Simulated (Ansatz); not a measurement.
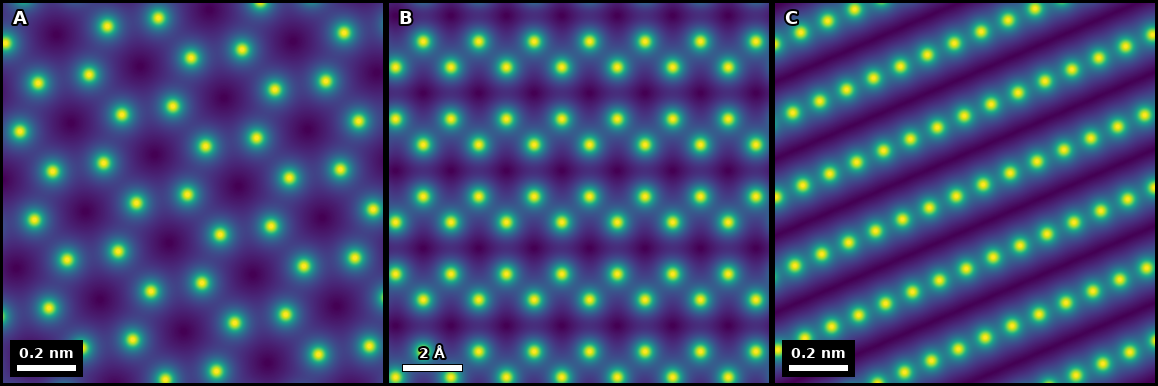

Three views of Ga (P6_3/mmc, No. 194) along different zone axes. Computed as the sum of neutral-atom potentials (tabulated electron scattering factors, B = 0.3 Å²) projected along the beam and smoothed by 0.25 Å; brighter is more positive. The display is stretched by a gamma of 0.6; percentages refer to the linear signal. Model: the geometry relaxed with DFT, revPBE, plane waves (420 eV) with PAW, scalar-relativistic in Ansatz; the starting structure was generated, so it need not be a known form of this composition.

```xyz
2
Lattice="3.0620 0.0000 0.0000 -1.5310 2.6518 0.0000 0.0000 0.0000 4.8319" Properties=species:S:1:pos:R:3 pbc="T T T"
Ga    0.0000    1.7679    1.2080
Ga    1.5310    0.8839    3.6240
```

Q: Match the panels to the zone axes [001], [201] and [310].

A is [001]: projected cell 3.06 × 3.06 Å, 120°, plane group p6mm. B is [201]: projected cell 1.90 × 2.82 Å, 110°, plane group c2mm. C is [310]: projected cell 1.00 × 4.83 Å, 90°, plane group p2mg.
